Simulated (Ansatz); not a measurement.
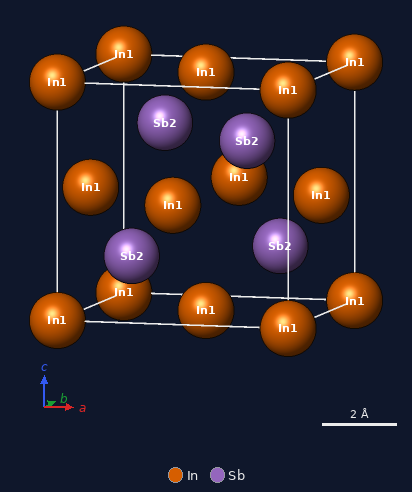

Figure 1. The starting structure (spheres-only view of the cell 4 times as large as that of the calculation, set on its symmetry axes, seen slightly off an axis; atoms are numbered from 1 in the order of the input).

Geometry relaxation, with input and output: InSb (part 1 of 2)

The run: geometry relaxation of InSb (F-43m, 2 atoms in the cell). Method and program: DFT PBEsol, scalar-relativistic, plane waves, PAW, no spin polarisation (Ansatz 0.2.0).

The structure derives from an entry of the Crystallography Open Database. It belongs to a series of runs on one base structure; here: relaxed at -1 GPa. Figures and captions count atoms from 1; the log counts them from 0 in places.

What the program printed:
```
Engine: ansatz 0.2.0, aarch64-unknown-linux-gnu
Pseudopotentials: kind: paw
Pseudopotential: In, paw, valence charge 13, recommended cutoff 420 eV (normal), In.paw.azcp
Pseudopotential: Sb, paw, valence charge 15, recommended cutoff 420 eV (normal), Sb.paw.azcp
Functional definition: PBEsol
  exchange = pbesol_x
  correlation = pbesol_c
Crystal: 2 atoms, lattice volume = 69.287 Å³
Basis set: ecut = 420 eV, 1363 PW (Γ), exchange–correlation on 64×64×64 points (8 copies of the dense FFT grid, shifted against one another)
Bands: 18, of which v1, the nominal top of the filled ones, is band 14 counted from 1 (13 counted from 0)
Symmetry: 24 space group operations
Space group: F-43m (ITA 216), of the structure as read, at distance tolerance 4.1e-5 Å
k-points: 72 of 1728 (time reversal used)
Non-local potential: In, projectors of the file, l = 0: 2, l = 1: 2, l = 2: 2, l = 3: 2
Non-local potential: Sb, projectors of the file, l = 0: 2, l = 1: 2, l = 2: 2, l = 3: 2
PAW form: soft (Blöchl's): semilocal exchange-correlation on the pseudo side does not see the compensation charge
PAW frozen core: In, regenerated for the run's functional, and the local potential with it (the file was generated under x = pbe(κ = 0.804, μ = 0.2195149727645171), c = pbe(β = 0.06672455060314922))
PAW frozen core: Sb, regenerated for the run's functional, and the local potential with it (the file was generated under x = pbe(κ = 0.804, μ = 0.2195149727645171), c = pbe(β = 0.06672455060314922))
PAW one-centre angular grid: In, 590 points (default); XC on 64 Gauss nodes
PAW one-centre angular grid: Sb, 590 points (default); XC on 64 Gauss nodes
Initial density: superposition of atomic densities (neutral atoms: chi_scale 0, normalization atom), corrected by the library's trained network
Initial wavefunctions: pseudopotential atomic-orbital guess
Functional: x = pbesol(κ = 0.804, μ = 0.12345679012345678), c = pbesol(β = 0.046)
SCF iter   1: F=—  HF=-11933.657701 eV  |F-HF|=—  |Δ(HF+E_count)|=         —  Δρ=3.48e-3  dr2=1.35e-2  ethr=1.77e-3  ⟨swp⟩=5.6  Hψ=6548  notcnv=0
preconditioner: auto → none  [insulator: Δε(μ)=0.416 eV  Ē_g=13.865 eV  σ=0.150 eV  W_gap=0.60  n_scr=14 (ndim 8)  ℏωp=18.9 eV  f_vac=0.116  D(μ)=0.07/eV (n_scr^D=0)  ε∞_Penn≈2.9]
SCF iter   2: F=—  HF=-11933.651653 eV  |F-HF|=—  |Δ(HF+E_count)|=   6.05e-3  Δρ=1.32e-3  dr2=9.46e-4  ethr=4.83e-5  ⟨swp⟩=2.1  Hψ=2220  notcnv=0
SCF iter   3: F=—  HF=-11933.651828 eV  |F-HF|=—  |Δ(HF+E_count)|=   1.75e-4  Δρ=4.51e-4  dr2=1.40e-4  ethr=3.38e-6  ⟨swp⟩=2.0  Hψ=1947  notcnv=0
SCF iter   4: F=—  HF=-11933.651864 eV  |F-HF|=—  |Δ(HF+E_count)|=   3.55e-5  Δρ=1.82e-4  dr2=1.69e-5  ethr=5.00e-7  ⟨swp⟩=2.0  Hψ=1948  notcnv=0
SCF iter   5: F=—  HF=-11933.651888 eV  |F-HF|=—  |Δ(HF+E_count)|=   2.45e-5  Δρ=3.20e-5  dr2=4.92e-7  ethr=6.05e-8  ⟨swp⟩=2.9  Hψ=2013  notcnv=0
SCF iter   6: F=-11933.651888 eV  HF=-11933.651888 eV  |F-HF|=1.98e-8  |Δ(HF+E_count)|=   7.23e-8  Δρ=8.13e-6  dr2=3.36e-8  ethr=3.57e-10  ⟨swp⟩=7.0  Hψ=6536  notcnv=0
SCF 1 converged in 6 iterations: F = -11933.651888 eV  dr2 = 3.36e-8
  greatest PAW one-centre occupation: 0.996 electrons in one spin orbital (limit 2), on the Sb atom at site 1 (counted from 0), in its partial waves of l = 2
relax step   1: F+E_penalty+E_count = -11933.65188809 eV  Δ(F+E_penalty+E_count) = +0.000e0 eV  max|allowed force component| = 1.665e-16 eV/Å  Δτ_max = 0.0000 Å  P = +0.009 GPa  Ω = 69.287 Å³  (6 SCF iters, dr2 threshold 1.00e-7 eV, accepted)
Crystal: 2 atoms, lattice volume = 71.815 Å³
Basis set: ecut = 420 eV, 1411 PW (Γ), exchange–correlation on 64×64×64 points (8 copies of the dense FFT grid, shifted against one another)
Initial density: handed on by an earlier stage of this run
Initial wavefunctions: those handed on with the density
iter 1 solved again at ethr=2.49e-6 eV; its pass at ethr=3.10e-3 eV (dr2=6.96e-4 eV) is discarded
SCF iter   1: F=—  HF=-11933.640131 eV  |F-HF|=—  |Δ(HF+E_count)|=         —  Δρ=8.92e-4  dr2=6.64e-4  ethr=2.49e-6  ⟨swp⟩=2.0  Hψ=8605  notcnv=0
preconditioner: auto → none  [insulator: Δε(μ)=0.383 eV  Ē_g=13.746 eV  σ=0.150 eV  W_gap=0.56  n_scr=14 (ndim 8)  ℏωp=18.6 eV  f_vac=0.113  D(μ)=0.09/eV (n_scr^D=0)  ε∞_Penn≈2.8]
SCF iter   2: F=—  HF=-11933.640155 eV  |F-HF|=—  |Δ(HF+E_count)|=   2.41e-5  Δρ=4.34e-4  dr2=1.34e-4  ethr=2.37e-6  ⟨swp⟩=1.0  Hψ=1297  notcnv=0
SCF iter   3: F=—  HF=-11933.640198 eV  |F-HF|=—  |Δ(HF+E_count)|=   4.24e-5  Δρ=1.06e-4  dr2=1.34e-5  ethr=4.78e-7  ⟨swp⟩=2.2  Hψ=1753  notcnv=0
SCF iter   4: F=—  HF=-11933.640194 eV  |F-HF|=—  |Δ(HF+E_count)|=   3.07e-6  Δρ=3.74e-5  dr2=6.06e-7  ethr=4.80e-8  ⟨swp⟩=2.0  Hψ=1949  notcnv=0
SCF iter   5: F=-11933.640195 eV  HF=-11933.640195 eV  |F-HF|=6.56e-8  |Δ(HF+E_count)|=   3.31e-7  Δρ=1.10e-5  dr2=7.95e-8  ethr=7.14e-10  ⟨swp⟩=6.7  Hψ=6099  notcnv=0
SCF 2 converged in 5 iterations: F = -11933.640195 eV  dr2 = 7.95e-8
relax step   2: F+E_penalty+E_count = -11933.64019471 eV  Δ(F+E_penalty+E_count) = +1.169e-2 eV  max|allowed force component| = 3.585e-17 eV/Å  Δτ_max = 0.0000 Å  P = -1.382 GPa  Ω = 71.815 Å³  energy of the carried Pulay correction = -4.682e-4 eV  (5 SCF iters, dr2 threshold 2.00e-7 eV, accepted)
Crystal: 2 atoms, lattice volume = 71.103 Å³
iter 1 solved again at ethr=3.04e-7 eV; its pass at ethr=3.10e-3 eV (dr2=8.50e-5 eV) is discarded
SCF iter   1: F=—  HF=-11933.645667 eV  |F-HF|=—  |Δ(HF+E_count)|=         —  Δρ=2.45e-4  dr2=4.75e-5  ethr=3.04e-7  ⟨swp⟩=3.1  Hψ=8153  notcnv=0
preconditioner: auto → none  [insulator: Δε(μ)=0.402 eV  Ē_g=13.781 eV  σ=0.150 eV  W_gap=0.58  n_scr=14 (ndim 8)  ℏωp=18.7 eV  f_vac=0.105  D(μ)=0.08/eV (n_scr^D=0)  ε∞_Penn≈2.8]
SCF iter   2: F=—  HF=-11933.645668 eV  |F-HF|=—  |Δ(HF+E_count)|=   1.08e-6  Δρ=1.18e-4  dr2=9.45e-6  ethr=1.70e-7  ⟨swp⟩=1.0  Hψ=1296  notcnv=0
SCF iter   3: F=—  HF=-11933.645671 eV  |F-HF|=—  |Δ(HF+E_count)|=   2.49e-6  Δρ=2.48e-5  dr2=7.09e-7  ethr=3.37e-8  ⟨swp⟩=2.0  Hψ=1612  notcnv=0
SCF iter   4: F=-11933.645670 eV  HF=-11933.645670 eV  |F-HF|=4.80e-9  |Δ(HF+E_count)|=   1.61e-7  Δρ=9.23e-6  dr2=3.84e-8  ethr=7.14e-10  ⟨swp⟩=6.7  Hψ=6081  notcnv=0
SCF 3 converged in 4 iterations: F = -11933.645670 eV  dr2 = 3.84e-8
relax step   3: F+E_penalty+E_count = -11933.64567049 eV  Δ(F+E_penalty+E_count) = -5.476e-3 eV  max|allowed force component| = 4.857e-17 eV/Å  Δτ_max = 0.0000 Å  P = -1.020 GPa  Ω = 71.103 Å³  energy of the carried Pulay correction = -3.380e-4 eV  (4 SCF iters, dr2 threshold 2.00e-7 eV, accepted)
Initial wavefunctions: pseudopotential atomic-orbital guess (no wavefunctions were taken with the density)
iter 1 solved again at ethr=5.42e-7 eV; its pass at ethr=3.10e-3 eV (dr2=1.52e-4 eV) is discarded
SCF iter   1: F=—  HF=-11933.646004 eV  |F-HF|=—  |Δ(HF+E_count)|=         —  Δρ=3.23e-5  dr2=1.26e-7  ethr=5.42e-7  ⟨swp⟩=3.0  Hψ=9925  notcnv=0
eigensolver tolerance schedule: the retry pair's looser diagonalisation over-reported the residual by 1202.99 of it (diagonalisation noise at 0.27 of the residual, at the tolerance the schedule requests for it); recorded, not acted on — ethr = c·dr2/N_el stays at c = 1.0e-1
preconditioner: auto → none  [insulator: Δε(μ)=0.401 eV  Ē_g=13.781 eV  σ=0.150 eV  W_gap=0.58  n_scr=14 (ndim 8)  ℏωp=18.7 eV  f_vac=0.106  D(μ)=0.08/eV (n_scr^D=0)  ε∞_Penn≈2.8]
SCF iter   2: F=—  HF=-11933.646002 eV  |F-HF|=—  |Δ(HF+E_count)|=   1.41e-6  Δρ=1.47e-5  dr2=3.21e-8  ethr=4.50e-10  ⟨swp⟩=2.7  Hψ=2418  notcnv=0
SCF iter   3: F=—  HF=-11933.646003 eV  |F-HF|=—  |Δ(HF+E_count)|=   1.48e-7  Δρ=3.99e-6  dr2=8.82e-9  ethr=1.15e-10  ⟨swp⟩=2.1  Hψ=1932  notcnv=0
SCF iter   4: F=—  HF=-11933.646003 eV  |F-HF|=—  |Δ(HF+E_count)|=   4.05e-9  Δρ=8.79e-7  dr2=1.57e-10  ethr=3.15e-11  ⟨swp⟩=2.0  Hψ=1948  notcnv=0
SCF iter   5: F=—  HF=-11933.646003 eV  |F-HF|=—  |Δ(HF+E_count)|=  5.40e-10  Δρ=1.52e-7  dr2=8.86e-12  ethr=1.00e-12  ⟨swp⟩=3.0  Hψ=2419  notcnv=0
SCF iter   6: F=-11933.646003 eV  HF=-11933.646003 eV  |F-HF|=3.64e-12  |Δ(HF+E_count)|=  1.09e-11  Δρ=3.91e-8  dr2=8.21e-13  ethr=1.00e-12  ⟨swp⟩=5.9  Hψ=4856  notcnv=0
SCF 4 converged in 6 iterations: F = -11933.646003 eV  dr2 = 8.21e-13
relax step   4: F+E_penalty+E_count = -11933.64600259 eV  Δ(F+E_penalty+E_count) = -3.321e-4 eV  max|allowed force component| = 6.245e-17 eV/Å  Δτ_max = 0.0000 Å  P = -1.023 GPa  Ω = 71.103 Å³  stress off target by 2.33e-2 GPa  SCF on the basis re-selected at this cell (its energy is not comparable with the rows above)  (6 SCF iters)
basis re-selected at this cell: Δ(F+E_penalty+E_count) = -3.321e-4 eV, ΔP = -0.003 GPa vs the last step (what re-selecting the basis moved, of the pressure what is left beyond the Pulay correction that the steps carried, after the strain that the cell walked since its last selection, with what the two solves' SCF thresholds leave and, on support functions, any second-order correction that the steps lacked; it is no measure of the basis error at this ecutwfc). This SCF's stress stands 2.33e-2 GPa from its target on what of the cell is left free (relax.cell.stress_tol is 2.00e-2 GPa) and its largest allowed force component is 6.25e-17 eV/Å (relax.f_tol is 1.00e-3 eV/Å): not within both, so this SCF does not close the relaxation
Crystal: 2 atoms, lattice volume = 71.061 Å³
iter 1 solved again at ethr=2.25e-9 eV; its pass at ethr=3.10e-3 eV (dr2=6.30e-7 eV) is discarded
SCF iter   1: F=—  HF=-11933.646281 eV  |F-HF|=—  |Δ(HF+E_count)|=         —  Δρ=1.50e-5  dr2=1.84e-7  ethr=2.25e-9  ⟨swp⟩=3.0  Hψ=7844  notcnv=0
preconditioner: auto → none  [insulator: Δε(μ)=0.402 eV  Ē_g=13.784 eV  σ=0.150 eV  W_gap=0.58  n_scr=14 (ndim 8)  ℏωp=18.7 eV  f_vac=0.106  D(μ)=0.08/eV (n_scr^D=0)  ε∞_Penn≈2.8]
SCF iter   2: F=—  HF=-11933.646281 eV  |F-HF|=—  |Δ(HF+E_count)|=   4.25e-7  Δρ=7.26e-6  dr2=3.57e-8  ethr=6.58e-10  ⟨swp⟩=1.7  Hψ=1694  notcnv=0
SCF iter   3: F=—  HF=-11933.646281 eV  |F-HF|=—  |Δ(HF+E_count)|=   9.85e-9  Δρ=2.05e-6  dr2=5.19e-9  ethr=1.27e-10  ⟨swp⟩=3.0  Hψ=2404  notcnv=0
SCF iter   4: F=-11933.646281 eV  HF=-11933.646281 eV  |F-HF|=7.28e-11  |Δ(HF+E_count)|=   1.58e-9  Δρ=5.00e-7  dr2=1.03e-10  ethr=4.83e-12  ⟨swp⟩=5.0  Hψ=4651  notcnv=0
SCF 5 converged in 4 iterations: F = -11933.646281 eV  dr2 = 1.03e-10
relax step   5: F+E_penalty+E_count = -11933.64628095 eV  Δ(F+E_penalty+E_count) = -2.784e-4 eV  max|allowed force component| = 3.469e-17 eV/Å  Δτ_max = 0.0000 Å  P = -1.001 GPa  Ω = 71.061 Å³  energy of the carried Pulay correction = +7.718e-6 eV  (4 SCF iters, dr2 threshold 1.35e-9 eV, accepted)
iter 1 solved again at ethr=5.63e-7 eV; its pass at ethr=3.10e-3 eV (dr2=1.58e-4 eV) is discarded
SCF iter   1: F=—  HF=-11933.646267 eV  |F-HF|=—  |Δ(HF+E_count)|=         —  Δρ=1.91e-6  dr2=3.54e-9  ethr=5.63e-7  ⟨swp⟩=3.0  Hψ=9923  notcnv=0
eigensolver tolerance schedule: the retry pair's looser diagonalisation over-reported the residual by 44580.66 of it (diagonalisation noise at an unbounded share of the residual, at the tolerance the schedule requests for it); recorded, not acted on — ethr = c·dr2/N_el stays at c = 1.0e-1
SCF iter   2: F=—  HF=-11933.646266 eV  |F-HF|=—  |Δ(HF+E_count)|=   1.28e-6  Δρ=2.04e-6  dr2=4.30e-9  ethr=1.26e-11  ⟨swp⟩=3.9  Hψ=3442  notcnv=0
SCF iter   3: F=—  HF=-11933.646266 eV  |F-HF|=—  |Δ(HF+E_count)|=   1.23e-9  Δρ=1.21e-6  dr2=9.18e-10  ethr=1.26e-11  ⟨swp⟩=2.4  Hψ=1661  notcnv=0
SCF iter   4: F=—  HF=-11933.646266 eV  |F-HF|=—  |Δ(HF+E_count)|=  2.66e-10  Δρ=3.14e-7  dr2=6.68e-11  ethr=3.28e-12  ⟨swp⟩=2.0  Hψ=1470  notcnv=0
SCF iter   5: F=-11933.646266 eV  HF=-11933.646266 eV  |F-HF|=1.82e-12  |Δ(HF+E_count)|=  1.27e-11  Δρ=5.20e-8  dr2=2.85e-12  ethr=1.00e-12  ⟨swp⟩=5.2  Hψ=6418  notcnv=0
SCF 6 converged in 5 iterations: F = -11933.646266 eV  dr2 = 2.85e-12
relax step   6: F+E_penalty+E_count = -11933.64626602 eV  Δ(F+E_penalty+E_count) = +1.493e-5 eV  max|allowed force component| = 3.932e-17 eV/Å  Δτ_max = 0.0000 Å  P = -1.001 GPa  Ω = 71.061 Å³  stress off target by 6.38e-4 GPa  SCF on the basis re-selected at this cell (its energy is not comparable with the rows above)  (5 SCF iters)
```
